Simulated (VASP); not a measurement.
## Run report: MoSe₂, geometry relaxation (part 3 of 5)

The same run, continued: MoSe₂ (P6₃/mmc, 6 atoms in the cell); Kohn-Sham DFT of a periodic cell, PBE, VASP PAW PBE potentials, minimal, release 54, no spin polarisation (VASP 6.6.1); cutoff 580 eV, 9×9×2 k-mesh, fermi-dirac of 0.05 eV. The structure derives from an entry of the Crystallography Open Database.

Geometry of the input (Å; fractional positions):
```
3.2880  0.0000  0.0000
-1.6440  2.8475  0.0000
0.0000  0.0000  12.9000
Mo 0.6667  0.3333  0.7500
Mo 0.3333  0.6667  0.2500
Se 0.6667  0.3333  0.3750
Se 0.3333  0.6667  0.8750
Se 0.6667  0.3333  0.1250
Se 0.3333  0.6667  0.6250
```

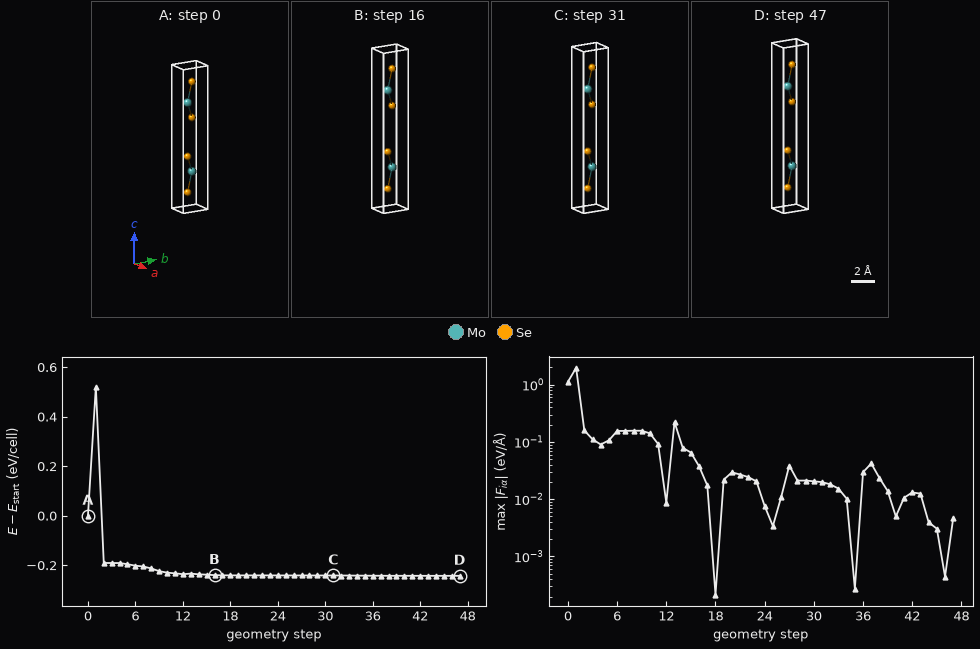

Fig. 1: Frames of the relaxation (ball-and-stick view of the cell of the calculation, seen slightly off an axis) above the curves, on which the letters mark them (steps are counted from 0).

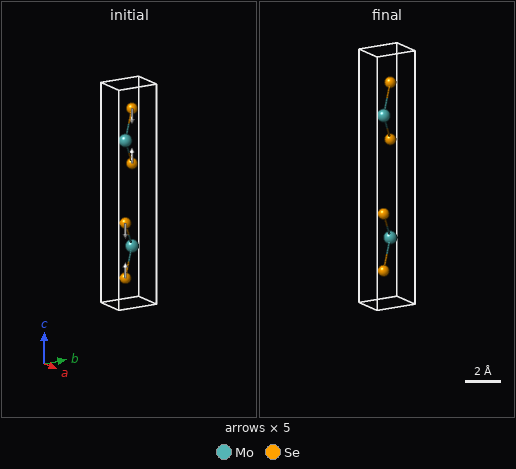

Fig. 2: Before (left) and after (right) the relaxation, at one scale (ball-and-stick view of the cell of the calculation, seen slightly off an axis). The white arrows give the displacements (without the part carried along by the change of the cell), magnified 5 times. The largest moves relative to the cell, 0.19 Å, are those of Se3, Se4, Se5 and Se6. Mo stays in place. Cell: a = b 3.288 → 3.318 Å (+0.9 %), c 12.900 → 14.857 Å (+15.2 %). Volume +17.3 %. Among the contacts that change: Mo1–Se4 2.491 → 2.541 Å. The space group stays P6_3/mmc (No. 194). After 47 geometry steps the energy has fallen by 0.242 eV per cell of the calculation. The largest force component goes from 1.1 to 0.0047 eV/Å. (Atoms are counted from 1 in the order of the input.)

Parts of OUTCAR:
```
PREC = Accurate
   ENCUT = 580
   EDIFF = 1E-6
   ISMEAR = -1
   LREAL = F
   LASPH = T
   NELM = 80
   ISIF = 3
   GGA = PE
   IBRION = 2
   NSW = 60
   EDIFFG = -0.005

 ion  position               nearest neighbor table
   1  0.667  0.333  0.750-   4 2.49   6 2.49   4 2.49   6 2.49   4 2.49   6 2.49
   2  0.333  0.667  0.250-   3 2.49   5 2.49   3 2.49   5 2.49   3 2.49   5 2.49
   3  0.667  0.333  0.375-   2 2.49   2 2.49   2 2.49
   4  0.333  0.667  0.875-   1 2.49   1 2.49   1 2.49
   5  0.667  0.333  0.125-   2 2.49   2 2.49   2 2.49
   6  0.333  0.667  0.625-   1 2.49   1 2.49   1 2.49

  LATTYP: Found a hexagonal cell.
 ALAT       =     3.2880000000
 C/A-ratio  =     3.9233576642

  Lattice vectors:

 A1 = (   3.2880000000,   0.0000000000,   0.0000000000)
 A2 = (  -1.6440000000,   2.8474915276,   0.0000000000)
 A3 = (   0.0000000000,   0.0000000000,  12.9000000000)

Analysis of symmetry for initial positions (statically):
=====================================================================
 Subroutine PRICEL returns:
 Original cell was already a primitive cell.

 Routine SETGRP: Setting up the symmetry group for a
 hexagonal supercell.

 Subroutine GETGRP returns: Found 24 space group operations
 (whereof 12 operations were pure point group operations)
 out of a pool of 24 trial point group operations.

The static configuration has the point symmetry D_3d.
 The point group associated with its full space group is D_6h.

Analysis of symmetry for dynamics (positions and initial velocities):
=====================================================================
 Subroutine PRICEL returns:
 Original cell was already a primitive cell.

 Routine SETGRP: Setting up the symmetry group for a
 hexagonal supercell.

 Subroutine GETGRP returns: Found 24 space group operations
 (whereof 12 operations were pure point group operations)
 out of a pool of 24 trial point group operations.

The dynamic configuration has the point symmetry D_3d.
 The point group associated with its full space group is D_6h.

 Subroutine INISYM returns: Found 24 space group operations
 (whereof 12 operations are pure point group operations),
 and found     1 'primitive' translations

----------------------------------------------------------------------------------------

                                     Primitive cell

  volume of cell :     120.7769

  direct lattice vectors                    reciprocal lattice vectors
     3.288000000  0.000000000  0.000000000     0.304136253  0.175593148  0.000000000
    -1.644000000  2.847491528  0.000000000     0.000000000  0.351186295  0.000000000
     0.000000000  0.000000000 12.900000000     0.000000000  0.000000000  0.077519380

  length of vectors
     3.288000000  3.288000000 12.900000000     0.351186295  0.351186295  0.077519380

  position of ions in fractional coordinates (direct lattice)
     0.666666667  0.333333333  0.750000000
     0.333333333  0.666666667  0.250000000
     0.666666667  0.333333333  0.375000000
     0.333333333  0.666666667  0.875000000
     0.666666667  0.333333333  0.125000000
     0.333333333  0.666666667  0.625000000

  ion indices of the primitive-cell ions
   primitive index   ion index
                 1           1
                 2           2
                 3           3
                 4           4
                 5           5
                 6           6

----------------------------------------------------------------------------------------

 KPOINTS: Automatic mesh

Automatic generation of k-mesh.
 Grid dimensions read from file:
 generate k-points for:    9    9    2

 Generating k-lattice:

  Cartesian coordinates                     Fractional coordinates (reciprocal lattice)
     0.033792917  0.019510350  0.000000000     0.111111111  0.000000000  0.000000000
     0.000000000  0.039020699  0.000000000     0.000000000  0.111111111  0.000000000
     0.000000000  0.000000000  0.038759690     0.000000000  0.000000000  0.500000000

  Length of vectors
     0.039020699  0.039020699  0.038759690

  Shift w.r.t. Gamma in fractional coordinates (k-lattice)
     0.000000000  0.000000000  0.000000000

 Subroutine IBZKPT returns following result:
 ===========================================

 Found     24 irreducible k-points:

 Following reciprocal coordinates:
            Coordinates               Weight
  0.000000  0.000000  0.000000      1.000000
  0.111111  0.000000  0.000000      6.000000
  0.222222 -0.000000  0.000000      6.000000
  0.333333  0.000000  0.000000      6.000000
  0.444444 -0.000000  0.000000      6.000000
  0.111111  0.111111  0.000000      6.000000
  0.222222  0.111111  0.000000     12.000000
  0.333333  0.111111  0.000000     12.000000
  0.444444  0.111111  0.000000      6.000000
  0.222222  0.222222  0.000000      6.000000
  0.333333  0.222222  0.000000     12.000000
  0.333333  0.333333  0.000000      2.000000
  0.000000  0.000000  0.500000      1.000000
  0.111111  0.000000  0.500000      6.000000
  0.222222 -0.000000  0.500000      6.000000
  0.333333  0.000000  0.500000      6.000000
  0.444444 -0.000000  0.500000      6.000000
  0.111111  0.111111  0.500000      6.000000
  0.222222  0.111111  0.500000     12.000000
  0.333333  0.111111  0.500000     12.000000
  0.444444  0.111111  0.500000      6.000000
  0.222222  0.222222  0.500000      6.000000
  0.333333  0.222222  0.500000     12.000000
  0.333333  0.333333  0.500000      2.000000
   k-points           NKPTS =     24   k-points in BZ     NKDIM =     24   number of bands    NBANDS=     22
   number of dos      NEDOS =    301   number of ions     NIONS =      6
   total plane-waves  NPLWV =  84672
   dimension x,y,z NGX =    28 NGY =   28 NGZ =  108
   dimension x,y,z NGXF=    56 NGYF=   56 NGZF=  216
   ions per type =               2   4
   NGX,Y,Z   is equivalent  to a cutoff of  14.16, 14.16, 13.92 a.u.
   NGXF,Y,Z  is equivalent  to a cutoff of  28.31, 28.31, 27.84 a.u.
 SYSTEM =  unknown system
   PREC   = accura    normal or accurate (medium, high low for compatibility)
   ISTART =      0    job   : 0-new  1-cont  2-samecut
   ICHARG =      2    charge: 1-file 2-atom 10-const
   ISPIN  =      1    spin polarized calculation?
   LNONCOLLINEAR =      F non collinear calculations
   LSORBIT =      F    spin-orbit coupling
   LASPH  =      T    aspherical Exc in radial PAW
   ENCUT  =  580.0 eV  42.63 Ry    6.53 a.u.   6.46  6.46 25.33*2*pi/ulx,y,z
   NELM   =     80;   NELMIN=  2; NELMDL= -5     # of ELM steps
   EDIFF  = 0.1E-05   stopping-criterion for ELM
   LREAL  =      F    real-space projection
   EDIFFG = -.5E-02   stopping-criterion for IOM
   NSW    =     60    number of steps for IOM
   IBRION =      2    ionic relax: 0-MD 1-quasi-New 2-CG
   NFREE  =      1    steps in history (QN), initial steepest desc. (CG)
   ISIF   =      3    stress and relaxation
   ISYM   =      2    0-nonsym 1-usesym 2-fastsym
   POTIM  = 0.5000    time-step for ionic-motion
   TEBEG  =    0.0;   TEEND  =   0.0 temperature during run
   PSTRESS=    0.0 pullay stress
   NELECT =      36.0000    total number of electrons
   NUPDOWN=      -1.0000    fix difference up-down
   EMIN   =  10.00;   EMAX   =-10.00  energy-range for DOS
   EFERMI =   0.00;   METHOD = LEGACY
   ISMEAR =    -1;   SIGMA  =   0.05  broadening in eV -4-tet -1-fermi 0-gaus
   EFERMI_NEDOS =   21; number of points for ismear=-14 and -15
   IALGO  =     38    algorithm
   IMIX   =      4    mixing-type and parameters
     AMIX     =   0.40;   BMIX     =  1.00
     AMIX_MAG =   1.60;   BMIX_MAG =  1.00
  volume/ion in A,a.u.               =      20.13       135.84
  Fermi-wavevector in a.u.,A,eV,Ry     =   1.093573  2.066553 16.271226  1.195901
  Thomas-Fermi vector in A             =   2.229861
   LORBIT       =      0    0 simple, 1 ext, 2 COOP (PROOUT), +10 PAW based schemes
   GGA     = PE    functional components
   LHFCALC =     F    Hartree Fock is set to
   AEXX    =    0.0000 exact exchange contribution
   IVDW    =     0    specifies the selected vdW correction
   LEPSILON=     F    determine dielectric tensor
   LRPA    =     F    only Hartree local field effects (RPA)
 conjugate gradient relaxation of ions
 non-spin polarized calculation
  energy-cutoff  :      580.00
  volume of cell :      120.78
 maximum number of plane-waves:      3867
 NGX is ok and might be reduce to    28
   NGX = 13   NGY = 13   NGZ = 51

--------------------------------------- Ionic step        1  -------------------------------------------

 number of electron      35.9999999 magnetization

 Free energy of the ion-electron system (eV)
  ---------------------------------------------------
  ext. energy  EPLUGINS =         0.00000000
  ---------------------------------------------------
  free energy    TOTEN  =       -39.71761902 eV

  energy without entropy =      -39.71761304  energy(sigma->0) =      -39.71761603

------------------------ aborting loop because EDIFF is reached ----------------------------------------

  FORCE on cell =-STRESS in cart. coord.  units (eV):
  Direction    XX          YY          ZZ          XY          YZ          ZX
  --------------------------------------------------------------------------------------
  -------------------------------------------------------------------------------------
  Total        4.7266643      4.7266643      8.8957301      0.0000000     -0.0000000      0.0000000
  in kB       62.7019985     62.7019985    118.0071218      0.0000000     -0.0000000      0.0000000
  external PRESSURE =      81.1370396 kB  Pullay stress =       0.0000000 kB

 VOLUME and BASIS-vectors are now :
 -----------------------------------------------------------------------------
  energy-cutoff  :      580.00
  volume of cell :      120.78
      direct lattice vectors                 reciprocal lattice vectors
     3.288000000  0.000000000  0.000000000     0.304136253  0.175593148  0.000000000
    -1.644000000  2.847491528  0.000000000     0.000000000  0.351186295  0.000000000
     0.000000000  0.000000000 12.900000000     0.000000000  0.000000000  0.077519380

 POSITION                                       TOTAL-FORCE (eV/Angst)
 -----------------------------------------------------------------------------------
      1.64400      0.94916      9.67500        -0.000000     -0.000000      0.000000
     -0.00000      1.89833      3.22500         0.000000      0.000000      0.000000
      1.64400      0.94916      4.83750        -0.000000      0.000000      1.121440
     -0.00000      1.89833     11.28750         0.000000     -0.000000      1.121440
      1.64400      0.94916      1.61250        -0.000000      0.000000     -1.121440
     -0.00000      1.89833      8.06250         0.000000     -0.000000     -1.121440
 -----------------------------------------------------------------------------------
    total drift:                               -0.000000      0.000000     -0.000000

  FREE ENERGIE OF THE ION-ELECTRON SYSTEM (eV)
  ---------------------------------------------------
  free  energy   TOTEN  =       -39.7176190185 eV

  energy  without entropy=      -39.7176130363  energy(sigma->0) =      -39.71761603

--------------------------------------- Ionic step        2  -------------------------------------------

 number of electron      36.0000002 magnetization

------------------------ aborting loop because EDIFF is reached ----------------------------------------

  FORCE on cell =-STRESS in cart. coord.  units (eV):
  Direction    XX          YY          ZZ          XY          YZ          ZX
  --------------------------------------------------------------------------------------
  -------------------------------------------------------------------------------------
  Total       -8.2606966     -8.2606966    -13.4200753      0.0000000      0.0000000      0.0000000
  in kB      -94.9166257    -94.9166257   -154.1986506      0.0000000      0.0000000      0.0000000
  external PRESSURE =    -114.6773006 kB  Pullay stress =       0.0000000 kB

 VOLUME and BASIS-vectors are now :
 -----------------------------------------------------------------------------
  energy-cutoff  :      580.00
  volume of cell :      139.44
      direct lattice vectors                 reciprocal lattice vectors
     3.412958704 -0.000000000  0.000000000     0.293000908  0.169164153  0.000000000
    -1.706479352  2.955708940  0.000000000     0.000000000  0.338328306  0.000000000
     0.000000000 -0.000000000 13.822680300     0.000000000  0.000000000  0.072344869

 POSITION                                       TOTAL-FORCE (eV/Angst)
 -----------------------------------------------------------------------------------
      1.70648      0.98524     10.36701        -0.000000      0.000000     -0.000000
     -0.00000      1.97047      3.45567         0.000000      0.000000     -0.000000
      1.70648      0.98524      5.24148         0.000000      0.000000     -1.969352
     -0.00000      1.97047     12.15282        -0.000000      0.000000     -1.969352
      1.70648      0.98524      1.66986         0.000000     -0.000000      1.969352
     -0.00000      1.97047      8.58120        -0.000000     -0.000000      1.969352
 -----------------------------------------------------------------------------------
    total drift:                               -0.000000      0.000000     -0.000000

  FREE ENERGIE OF THE ION-ELECTRON SYSTEM (eV)
  ---------------------------------------------------
  free  energy   TOTEN  =       -39.1963016449 eV

  energy  without entropy=      -39.1962939523  energy(sigma->0) =      -39.19629780

--------------------------------------- Ionic step        3  -------------------------------------------

 number of electron      35.9999999 magnetization

------------------------ aborting loop because EDIFF is reached ----------------------------------------
```
